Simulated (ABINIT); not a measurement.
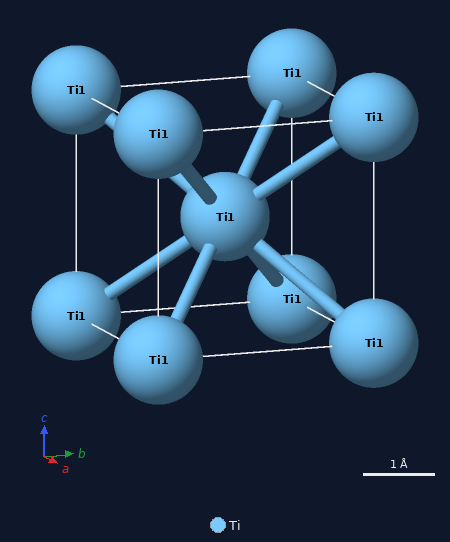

*The structure as given in the input (ball-and-stick view of the cell 2 times as large as that of the calculation, set on its symmetry axes, seen slightly off an axis; atoms are numbered from 1 in the order of the input).*

**Positron calculation of Ti (part 1 of 2)**

The run: positron calculation of Ti (1 atom in the cell). Method and program: Kohn-Sham DFT of a periodic cell, PBE, JTH PAW PBE v2.0, no spin polarisation (ABINIT 10.8.3).

The structure derives from an entry of the Crystallography Open Database.

### Input file
```
ndtset 2

pp_dirpath "./"
pseudos "Ti.GGA_PBE-JTH.xml"

acell 2.8422953752 2.8422953752 2.8422953752 Angstrom
rprim
    -0.5773502692     0.5773502692     0.5773502692
     0.5773502692    -0.5773502692     0.5773502692
     0.5773502692     0.5773502692    -0.5773502692
ntypat 1
znucl 22
natom 1
typat 1
xred
            0.0            0.0            0.0

ecut 13.0
pawecutdg 26.0

ixc 11

nstep 80

iomode 3
prteig 0
prtebands 0
prtwf 0

kptopt1 1
ngkpt1 8 8 8
nshiftk1 1
shiftk1 0.0 0.0 0.0
nband1 10
occopt1 3
tsmear1 0.00734986
tolvrs1 1.0e-10
prtden1 1

positron2 1
ixcpositron2 11
getden2 1
kptopt2 0
nkpt2 1
kpt2 0.0 0.0 0.0
nband2 1
occopt2 2
occ2 1.0
posocc2 1.0
toldfe2 1.0e-7
nline2 10
nnsclo2 2
optforces2 0
optstress2 0
prtden2 0
```

Launched with:
```bash
abinit run.abi > log 2>&1
```

### Output
```
.Version 10.8.3 of ABINIT
 DATASET    1 : space group Im -3 m (#229); Bravais cI (body-center cubic)
================================================================================
 Values of the parameters that define the memory need for DATASET  1.
     intxc =       0    ionmov =       0      iscf =      17    lmnmax =      18
     lnmax =       6     mgfft =      18  mpssoang =       3    mqgrid =    3001
     natom =       1  nloc_mem =       2    nspden =       1   nspinor =       1
    nsppol =       1      nsym =      48    n1xccc =       1    ntypat =       1
    occopt =       3   xclevel =       2
       mpw =         277          nfft =        5832          nkpt =          29
 PAW method is used; the additional fine FFT grid is defined by:
   mgfftf=        27    nfftf =     19683
================================================================================
================================================================================

 DATASET    2 : space group Im -3 m (#229); Bravais cI (body-center cubic)
================================================================================
 Values of the parameters that define the memory need for DATASET  2.
     intxc =       0    ionmov =       0      iscf =      17    lmnmax =      18
     lnmax =       6     mgfft =      18  mpssoang =       3    mqgrid =    3001
     natom =       1  nloc_mem =       2    nspden =       1   nspinor =       1
    nsppol =       1      nsym =      48    n1xccc =       1    ntypat =       1
    occopt =       2   xclevel =       2
       mpw =         125          nfft =        5832          nkpt =           1
 PAW method is used; the additional fine FFT grid is defined by:
   mgfftf=        27    nfftf =     19683
================================================================================
================================================================================

--------------------------------------------------------------------------------
------------- Echo of variables that govern the present computation ------------
--------------------------------------------------------------------------------
 -outvars: echo values of preprocessed input variables --------
            acell      5.3711598281E+00  5.3711598281E+00  5.3711598281E+00 Bohr
              amu      4.78800000E+01
             ecut      1.30000000E+01 Hartree
           getden1          0
           getden2          1
              ixc          11
      ixcpositron1          1
      ixcpositron2         11
           jdtset        1    2
           kptopt1          1
           kptopt2          0
         kptrlatt        8    0    0      0    8    0      0    0    8
          kptrlen1     4.29692786E+01
          kptrlen2     3.00000000E+01
            natom           1
            nband1         10
            nband2          1
           ndtset           2
            ngfft          18      18      18
          ngfftdg          27      27      27
             nkpt1         29
             nkpt2          1
            nline1          4
            nline2         10
           nnsclo1          0
           nnsclo2          2
            nstep          80
             nsym          48
           ntypat           1
           occopt1          3
           occopt2          2
        optforces1          2
        optforces2          0
        optstress1          1
        optstress2          0
        pawecutdg      2.60000000E+01 Hartree
         positron1          0
         positron2          1
           prtden1          1
           prtden2          0
        prtebands           0
           prteig           0
            prtwf           0
            rprim     -5.7735026920E-01  5.7735026920E-01  5.7735026920E-01
                       5.7735026920E-01 -5.7735026920E-01  5.7735026920E-01
                       5.7735026920E-01  5.7735026920E-01 -5.7735026920E-01
           shiftk1     0.00000000E+00  0.00000000E+00  0.00000000E+00
           shiftk2     5.00000000E-01  5.00000000E-01  5.00000000E-01
          spgroup         229
           toldfe1     0.00000000E+00 Hartree
           toldfe2     1.00000000E-07 Hartree
           tolvrs1     1.00000000E-10
           tolvrs2     0.00000000E+00
           tsmear1     7.34986000E-03 Hartree
           tsmear2     1.00000000E-02 Hartree
            typat      1
           useylm           1
            znucl       22.00000

================================================================================

 chkinp: Checking input parameters for consistency, jdtset=   1.

 chkinp: Checking input parameters for consistency, jdtset=   2.

================================================================================
== DATASET  1 ==================================================================

--- !DatasetInfo
iteration_state: {dtset: 1, }
dimensions: {natom: 1, nkpt: 29, mband: 10, nsppol: 1, nspinor: 1, nspden: 1, mpw: 277, }
cutoff_energies: {ecut:  13.0, pawecutdg:  26.0, }
electrons: {nelect:   1.20000000E+01, charge:   0.00000000E+00, occopt:   3.00000000E+00, tsmear:   7.34986000E-03, }
meta: {optdriver: 0, ionmov: 0, optcell: 0, iscf: 17, paral_kgb: 0, }
...

 Exchange-correlation functional for the present dataset will be:
  GGA: Perdew-Burke-Ernzerhof functional - ixc=11
  J.P.Perdew, K.Burke, M.Ernzerhof, PRL 77, 3865 (1996)

 Real(R)+Recip(G) space primitive vectors, cartesian coordinates (Bohr,Bohr^-1):
 R(1)= -3.1010406  3.1010406  3.1010406  G(1)=  0.0000000  0.1612362  0.1612362
 R(2)=  3.1010406 -3.1010406  3.1010406  G(2)=  0.1612362  0.0000000  0.1612362
 R(3)=  3.1010406  3.1010406 -3.1010406  G(3)=  0.1612362  0.1612362  0.0000000
 Unit cell volume ucvol=  1.1928404E+02 bohr^3
 Angles (23,13,12)=  1.09471221E+02  1.09471221E+02  1.09471221E+02 degrees

 Coarse grid specifications (used for wave-functions):

 getcut: wavevector=  0.0000  0.0000  0.0000  ngfft=  18  18  18
         ecut(hartree)=     13.000   => boxcut(ratio)=   2.06475

 Fine grid specifications (used for densities):

 getcut: wavevector=  0.0000  0.0000  0.0000  ngfft=  27  27  27
         ecut(hartree)=     26.000   => boxcut(ratio)=   2.11201

--- Pseudopotential description ------------------------------------------------
- pspini: atom type   1  psp file is ./Ti.GGA_PBE-JTH.xml
 Pseudopotential format is: paw10
 basis_size (lnmax)=  6 (lmn_size= 18), orbitals=   0   0   1   1   2   2
 Spheres core radius: rc_sph= 2.30802695
 Shapefunction is BESSEL type: shapef(r,l)=aa(1,l)*jl(q(1,l)*r)+aa(2,l)*jl(q(2,l)*r)
 Radius for shape functions =  2.01037111
 Compensation charge density is not taken into account in XC energy/potential

   3.05946380E+02                                ecore*ucvol(ha*bohr**3)
--------------------------------------------------------------------------------

================================================================================

--- !BeginCycle
iteration_state: {dtset: 1, }
solver: {iscf: 17, nstep: 80, nline: 4, wfoptalg: 10, }
tolerances: {tolvrs: 1.00E-10, }
...

     iter   Etot(hartree)      deltaE(h)  residm     nres2
 ETOT  1  -57.857456846180    -5.786E+01 8.003E+00 3.984E+00
 ETOT  2  -58.655581562541    -7.981E-01 2.150E-01 9.210E-01
 ETOT  3  -58.651736036208     3.846E-03 1.984E-02 1.554E-01
 ETOT  4  -58.651398696587     3.373E-04 9.841E-04 3.713E-03
 ETOT  5  -58.651448102609    -4.941E-05 4.436E-04 2.065E-04
 ETOT  6  -58.651447964986     1.376E-07 9.878E-05 5.606E-05
 ETOT  7  -58.651447751660     2.133E-07 5.064E-05 4.586E-08
 ETOT  8  -58.651447757282    -5.623E-09 8.489E-06 2.077E-07
 ETOT  9  -58.651447756892     3.902E-10 6.256E-06 2.508E-09
 ETOT 10  -58.651447756872     2.002E-11 8.715E-07 1.737E-10
 ETOT 11  -58.651447756869     2.963E-12 7.572E-07 5.458E-12

 At SCF step   11       nres2   =  5.46E-12 < tolvrs=  1.00E-10 =>converged.

 Cartesian components of stress tensor (hartree/bohr^3)
  sigma(1 1)=  2.71250452E-05  sigma(3 2)=  0.00000000E+00
  sigma(2 2)=  2.71250452E-05  sigma(3 1)=  0.00000000E+00
  sigma(3 3)=  2.71250452E-05  sigma(2 1)=  0.00000000E+00

--- !ResultsGS
iteration_state: {dtset: 1, }
comment   : Summary of ground state results
lattice_vectors:
- [ -3.1010406,   3.1010406,   3.1010406, ]
- [  3.1010406,  -3.1010406,   3.1010406, ]
- [  3.1010406,   3.1010406,  -3.1010406, ]
lattice_lengths: [   5.37116,    5.37116,    5.37116, ]
lattice_angles: [109.471, 109.471, 109.471, ] # degrees, (23, 13, 12)
lattice_volume:   1.1928404E+02
convergence: {deltae:  2.963E-12, res2:  5.458E-12, residm:  7.572E-07, diffor: null, }
etotal    :  -5.86514478E+01
entropy   :   0.00000000E+00
fermie    :   2.68333566E-01
cartesian_stress_tensor: # hartree/bohr^3
- [  2.71250452E-05,   0.00000000E+00,   0.00000000E+00, ]
- [  0.00000000E+00,   2.71250452E-05,   0.00000000E+00, ]
- [  0.00000000E+00,   0.00000000E+00,   2.71250452E-05, ]
pressure_GPa:  -7.9805E-01
xred      :
- [  0.0000E+00,   0.0000E+00,   0.0000E+00, Ti]
cartesian_forces: # hartree/bohr
- [ -0.00000000E+00,  -0.00000000E+00,  -0.00000000E+00, ]
force_length_stats: {min:   0.00000000E+00, max:   0.00000000E+00, mean:   0.00000000E+00, }
...

 Integrated electronic density in atomic spheres:
 ------------------------------------------------
 Atom  Sphere_radius  Integrated_density
    1        2.30803         10.14792602

================================================================================

 ----iterations are completed or convergence reached----
```
